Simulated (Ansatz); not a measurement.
# Zr2O: one change and its effect

System: Zr2O (Pn-3m, 6 atoms in the cell).
Method of the first run: DFT PBEsol, scalar-relativistic, plane waves, PAW, no spin polarisation (Ansatz 0.2.0).

The structure derives from a Materials Project entry. Text and figures count atoms from 1; the logs count them from 0 in places.

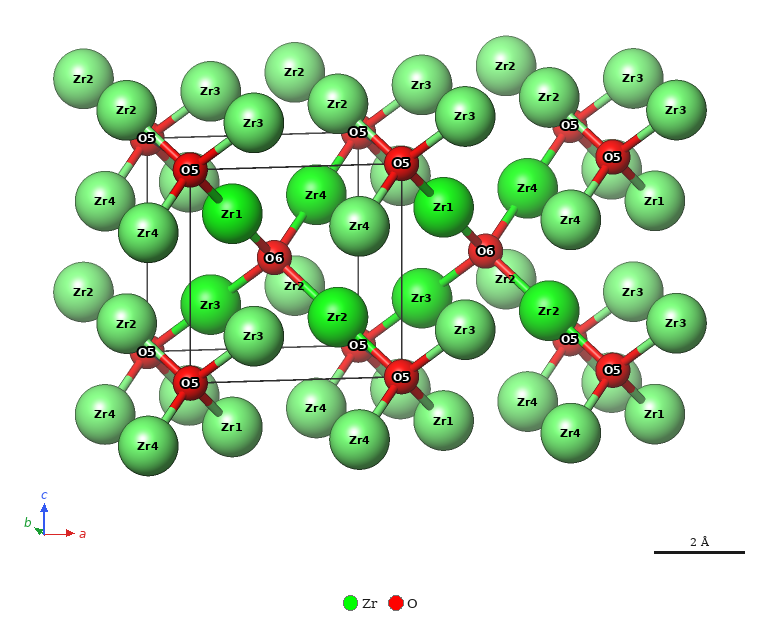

The structure as given in the input (ball-and-stick view of the cell of the calculation, repeated 2 × 1 × 1, seen slightly off an axis; neighbours outside the cell are drawn fainter; atoms are numbered from 1 in the order of the input). An atom can appear more than once, as a periodic image. Near neighbours in the periodic cell (some may lie outside the picture): Zr has 2 O at 2.08 Å; O has 4 Zr at 2.08 Å.

Input file, the first run:
```yaml
crystal:
  lattice:
    - [4.8002881811, 0.0, 0.0]
    - [0.0, 4.8002881811, 0.0]
    - [0.0, 0.0, 4.8002881811]
  atoms:
    - { symbol: Zr, position: [0.25, 0.25, 0.75] }
    - { symbol: Zr, position: [0.75, 0.25, 0.25] }
    - { symbol: Zr, position: [0.25, 0.75, 0.25] }
    - { symbol: Zr, position: [0.75, 0.75, 0.75] }
    - { symbol: O, position: [0.0, 0.0, 0.0] }
    - { symbol: O, position: [0.5, 0.5, 0.5] }
basis:
  ecutwfc: 420
kpoints:
  mp_grid: { grid: [12, 12, 12] }
hamiltonian:
  xc: pbesol
scf:
  occupations: { method: gaussian, width: 0.15 }
output:
  forces: true
  stress: true
  eigenvalues: true
```

Launched with:
```bash
ansatz run input.yaml --threads 1 --pin off --max-ram 2560MiB --backend cpu --events-out ev --progress --plain --runs-dir out
```

Hardware: 1 thread of Intel Xeon @ 2.70GHz, 189 GiB of memory available, shared host.

Output, shortened to warnings, some set-up lines, iterations and results (the first run):
```
Basis set: ecut = 420 eV, 2109 PW (Γ), exchange–correlation on 72×72×72 points (8 copies of the dense FFT grid, shifted against one another)
Symmetry: 48 space group operations
k-points: 84 of 1728
Initial density: superposition of atomic densities (neutral atoms: chi_scale 0, normalization atom), corrected by the library's trained network
[...]
SCF iter   1: F=—  HF=-17640.988643 eV  |F-HF|=—  |Δ(HF+E_count)|=         —  Δρ=4.61e-3  dr2=1.41e-2  ethr=1.77e-3  ⟨swp⟩=4.2  Hψ=11404  notcnv=0
SCF iter   2: F=—  HF=-17640.987585 eV  |F-HF|=—  |Δ(HF+E_count)|=   1.06e-3  Δρ=2.27e-3  dr2=5.64e-3  ethr=2.35e-5  ⟨swp⟩=2.0  Hψ=5432  notcnv=0
SCF iter   3: F=—  HF=-17640.987469 eV  |F-HF|=—  |Δ(HF+E_count)|=   1.17e-4  Δρ=1.31e-3  dr2=1.35e-3  ethr=9.40e-6  ⟨swp⟩=2.0  Hψ=3854  notcnv=0
SCF iter   4: F=—  HF=-17640.987253 eV  |F-HF|=—  |Δ(HF+E_count)|=   2.15e-4  Δρ=2.06e-4  dr2=3.59e-5  ethr=2.26e-6  ⟨swp⟩=2.0  Hψ=3966  notcnv=0
SCF iter   5: F=—  HF=-17640.987273 eV  |F-HF|=—  |Δ(HF+E_count)|=   1.94e-5  Δρ=2.69e-5  dr2=6.45e-7  ethr=5.98e-8  ⟨swp⟩=2.3  Hψ=5562  notcnv=0
SCF iter   6: F=-17640.987273 eV  HF=-17640.987273 eV  |F-HF|=2.94e-9  |Δ(HF+E_count)|=   1.51e-7  Δρ=6.55e-6  dr2=4.09e-8  ethr=1.67e-10  ⟨swp⟩=5.6  Hψ=11240  notcnv=0
SCF 1 converged in 6 iterations: F = -17640.987273 eV  dr2 = 4.09e-8
SCF converged after 6 iterations
Free energy (F): -17640.987273 eV
Harris-Foulkes:  -17640.987273 eV  (|F-HF|=2.94e-9)
Internal energy: -17640.879436 eV  (E = F + TS)
E sigma→0 (E₀):  -17640.933355 eV
Entropy (-TS):   -0.107837 eV (-17.973 meV/atom)
Fermi energy:    12.944094 eV
--- Per-component energies (eV) ---
  E_band       = -439.573119
  E_kinetic    = 1686.134989
  E_local      = -3510.562492  (includes V_loc(G=0)·N_el)
  E_nonlocal   = 420.836194
  E_hartree    = 1154.860814
  E_xc         = -787.507806
  E_vxc        = -948.373340  (∫ρ·V_xc dr)
  E_paw        = -11904.983231  (= ΣΔE_a)
  E_vpaw       = -397.335939  (= ΣTr[D̂ρ^β])
  E_aug_tail   = 0.005089  (compensation charges beyond the density's cutoff)
  E_ewald      = -4700.396451
  E_core_change = 0.733458  (= ΣΔE_core)
  E_smearing   = -0.107837  (= −TS)
  E_closure    = -0.000000  (closes the sum)
  Σ components = -17640.987273   (vs F -17640.987273, Δ=0.00e0)
--- Forces (eV/Å), atoms counted from 1 ---
  atom   1  Zr     0.00000000     0.00000000    -0.00000000
  atom   2  Zr     0.00000000    -0.00000000    -0.00000000
  atom   3  Zr     0.00000000    -0.00000000     0.00000000
  atom   4  Zr     0.00000000    -0.00000000     0.00000000
  atom   5  O     -0.00000000    -0.00000000     0.00000000
  atom   6  O     -0.00000000    -0.00000000     0.00000000
  max |Σ_I F_I| component: 2.31e-18 eV/Å
--- Stress (GPa, compression-positive) ---
        0.006072       0.000000       0.000000
       -0.000000       0.006072       0.000000
        0.000000       0.000000       0.006072
  P = ⅓ Tr σ = 0.0061 GPa (0.061 kbar)
```

The input of the second run differs as follows (lines with − go, lines with + come):
```diff
-  mp_grid: { grid: [12, 12, 12] }
+  mp_grid: { grid: [10, 10, 10] }
```

Predict how the results change.

The free energy of the second run is 0.21 meV per atom lower, which measures how much it depends on this numerical setting. The number of SCF iterations is the same. The irreducible k-points go from 84 to 56. On the same kind of shared host the second run took about 0.61 times as long.

Output, shortened to warnings, some set-up lines, iterations and results (the second run):
```
Basis set: ecut = 420 eV, 2109 PW (Γ), exchange–correlation on 72×72×72 points (8 copies of the dense FFT grid, shifted against one another)
Symmetry: 48 space group operations
k-points: 56 of 1000
Initial density: superposition of atomic densities (neutral atoms: chi_scale 0, normalization atom), corrected by the library's trained network
[...]
SCF iter   1: F=—  HF=-17640.989908 eV  |F-HF|=—  |Δ(HF+E_count)|=         —  Δρ=4.60e-3  dr2=1.40e-2  ethr=1.77e-3  ⟨swp⟩=4.2  Hψ=7607  notcnv=0
SCF iter   2: F=—  HF=-17640.988840 eV  |F-HF|=—  |Δ(HF+E_count)|=   1.07e-3  Δρ=2.26e-3  dr2=5.60e-3  ethr=2.34e-5  ⟨swp⟩=2.0  Hψ=3592  notcnv=0
SCF iter   3: F=—  HF=-17640.988727 eV  |F-HF|=—  |Δ(HF+E_count)|=   1.13e-4  Δρ=1.31e-3  dr2=1.35e-3  ethr=9.34e-6  ⟨swp⟩=2.0  Hψ=2550  notcnv=0
SCF iter   4: F=—  HF=-17640.988515 eV  |F-HF|=—  |Δ(HF+E_count)|=   2.12e-4  Δρ=2.06e-4  dr2=3.59e-5  ethr=2.24e-6  ⟨swp⟩=2.0  Hψ=2640  notcnv=0
SCF iter   5: F=—  HF=-17640.988535 eV  |F-HF|=—  |Δ(HF+E_count)|=   2.00e-5  Δρ=2.69e-5  dr2=6.41e-7  ethr=5.98e-8  ⟨swp⟩=2.2  Hψ=3646  notcnv=0
SCF iter   6: F=-17640.988535 eV  HF=-17640.988535 eV  |F-HF|=2.62e-9  |Δ(HF+E_count)|=   1.54e-7  Δρ=6.53e-6  dr2=4.02e-8  ethr=1.67e-10  ⟨swp⟩=5.6  Hψ=7503  notcnv=0
SCF 1 converged in 6 iterations: F = -17640.988535 eV  dr2 = 4.02e-8
SCF converged after 6 iterations
Free energy (F): -17640.988535 eV
Harris-Foulkes:  -17640.988535 eV  (|F-HF|=2.62e-9)
Internal energy: -17640.882986 eV  (E = F + TS)
E sigma→0 (E₀):  -17640.935761 eV
Entropy (-TS):   -0.105549 eV (-17.592 meV/atom)
Fermi energy:    12.943478 eV
--- Per-component energies (eV) ---
  E_band       = -439.574904
  E_kinetic    = 1686.134517
  E_local      = -3510.562161  (includes V_loc(G=0)·N_el)
  E_nonlocal   = 420.831380
  E_hartree    = 1154.862375
  E_xc         = -787.508620
  E_vxc        = -948.374313  (∫ρ·V_xc dr)
  E_paw        = -11904.982573  (= ΣΔE_a)
  E_vpaw       = -397.334798  (= ΣTr[D̂ρ^β])
  E_aug_tail   = 0.005089  (compensation charges beyond the density's cutoff)
  E_ewald      = -4700.396451
  E_core_change = 0.733458  (= ΣΔE_core)
  E_smearing   = -0.105549  (= −TS)
  E_closure    = -0.000000  (closes the sum)
  Σ components = -17640.988535   (vs F -17640.988535, Δ=0.00e0)
--- Forces (eV/Å), atoms counted from 1 ---
  atom   1  Zr     0.00000000    -0.00000000     0.00000000
  atom   2  Zr     0.00000000    -0.00000000    -0.00000000
  atom   3  Zr     0.00000000    -0.00000000     0.00000000
  atom   4  Zr     0.00000000     0.00000000     0.00000000
  atom   5  O     -0.00000000    -0.00000000     0.00000000
  atom   6  O     -0.00000000    -0.00000000    -0.00000000
  max |Σ_I F_I| component: 3.47e-18 eV/Å
--- Stress (GPa, compression-positive) ---
        0.003888       0.000000       0.000000
        0.000000       0.003888       0.000000
        0.000000       0.000000       0.003888
  P = ⅓ Tr σ = 0.0039 GPa (0.039 kbar)
```

The two runs side by side:

```tsv
quantity	the first run	the second run
outcome	converged	converged
free energy per atom (eV)	−2940.1645	−2940.1648
energy per atom, smearing taken to zero (eV)	−2940.1556	−2940.1560
gap on the mesh (eV)	0.00	0.00
pressure (GPa)	0.01	0.00
largest force (eV/Å)	0.000	0.000
SCF iterations	6	6
irreducible k-points	84	56
plane waves at Γ	2109	2109
wall time (shared host)	17 s	10 s
```
